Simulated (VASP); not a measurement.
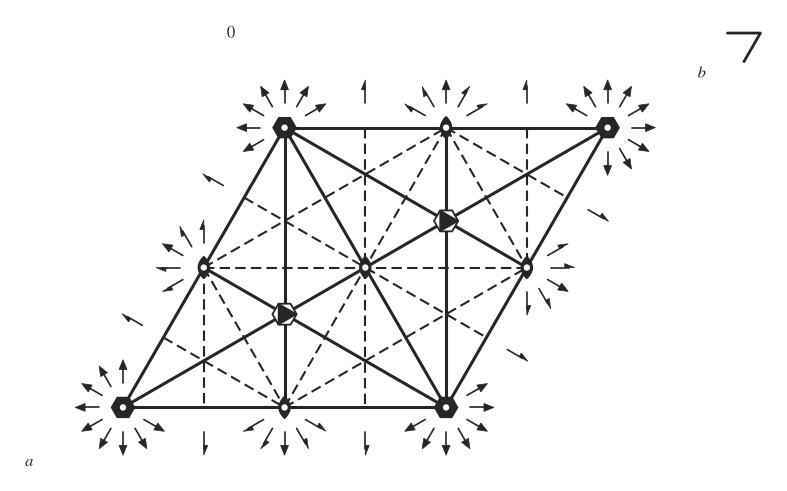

Symmetry elements of a space group, projected down c, computed from the operations of a computed or model structure of composition Si.

Symbols follow the International Tables: origin at the upper left, the third axis towards the viewer; heavy, dashed, dotted, dash-dotted and dash-dot-dot lines are mirror, in-plane glide, out-of-plane glide, diagonal (n; with arrows d) and double (e) glide planes seen edge on; arrows at the rim are 2 (full head) and 2₁ (half head) axes in the plane; the corner sign is a plane parallel to the page; fractions are heights. Handed screw axes carry their printed symbol instead of tails.

Give the Hermann–Mauguin symbol and number.

Answer. P6/mmm, No. 191; primitive hexagonal, point group 6/mmm, 24 general positions a cell.

List the elements shown.

Answer. −6 axes along c at (1/3, 2/3), (2/3, 1/3); 6 axes along c at (0, 0); 2 axes along c at (0, 1/2), (1/2, 0), (1/2, 1/2); inversion centres at (0, 0), (0, 1/2), (1/2, 0), (1/2, 1/2); mirror planes holding c and [1 1 0] or [1 2 0] or [2 1 0] or [−1 1 0]; in-plane glide planes holding c and [1 1 0] or [1 2 0] or [2 1 0] or [−1 1 0]; mirror planes normal to a*, at x = 0; b glide planes normal to a*, at x = 1/2; mirror planes normal to b*, at y = 0; a glide planes normal to b*, at y = 1/2; a mirror plane normal to c at height 0; 2 axes along [1 1 0] at height 0; 2 axes along [1 2 0] at height 0; 2 axes along [2 1 0] at height 0; 2 axes along [−1 1 0] at height 0; 2 axes along a at height 0; 2 axes along b at height 0; 2₁ axes along [1 1 0] at height 0; 2₁ axes along [1 2 0] at height 0; 2₁ axes along [2 1 0] at height 0; 2₁ axes along [−1 1 0] at height 0; 2₁ axes along a at height 0; 2₁ axes along b at height 0. Heights repeat every half period; positions are (a, b) fractions, modulo 1.

Write the general positions (in any order).

Answer. x, y, z
−x, −y, −z
x−y, x, z
−x+y, −x, −z
−y, x−y, z
y, −x+y, −z
−x, −y, z
x, y, −z
−x+y, −x, z
x−y, x, −z
y, −x+y, z
−y, x−y, −z
−y, −x, −z
y, x, z
−x, −x+y, −z
x, x−y, z
−x+y, y, −z
x−y, −y, z
y, x, −z
−y, −x, z
x, x−y, −z
−x, −x+y, z
x−y, −y, −z
−x+y, y, z
